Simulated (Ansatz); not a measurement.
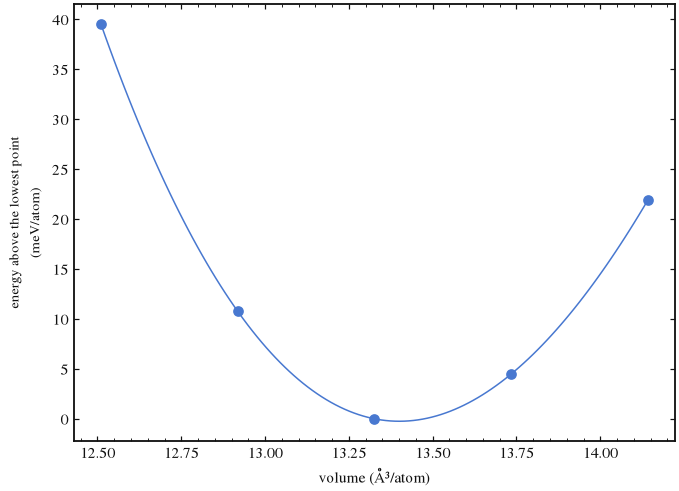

The figure shows the energy above the lowest point against volume.

Computed with Ansatz 0.2.0 development build: equation of state of a cubic crystal from periodic Kohn-Sham density functional theory without spin, third-order Birch-Murnaghan fit to the free energies; pressure corrected for the finite basis. Level: r2SCAN.

### For which of these solids was it computed?
A. CeO₂, Fm-3m (No. 225)
B. Mg, Fm-3m (No. 225)
C. SrO, Fm-3m (No. 225)

A, CeO₂: energy above the lowest point from 0.0 meV/atom to 39.5 meV/atom, V0 13.4 Å³/atom, B0 191 GPa. The others give: Mg, energy above the lowest point from 0.0 meV/atom to 13.4 meV/atom, V0 22.78 Å³/atom, B0 38.6 GPa; SrO, energy above the lowest point from 0.0 meV/atom to 20.6 meV/atom, V0 17.17 Å³/atom, B0 93.5 GPa.

For Mg, limits of the calculation: cubic model structure, not the ambient form; pseudopotentials made with PBE, not this functional.

For SrO, limits of the calculation: pseudopotentials made with PBE, not this functional.
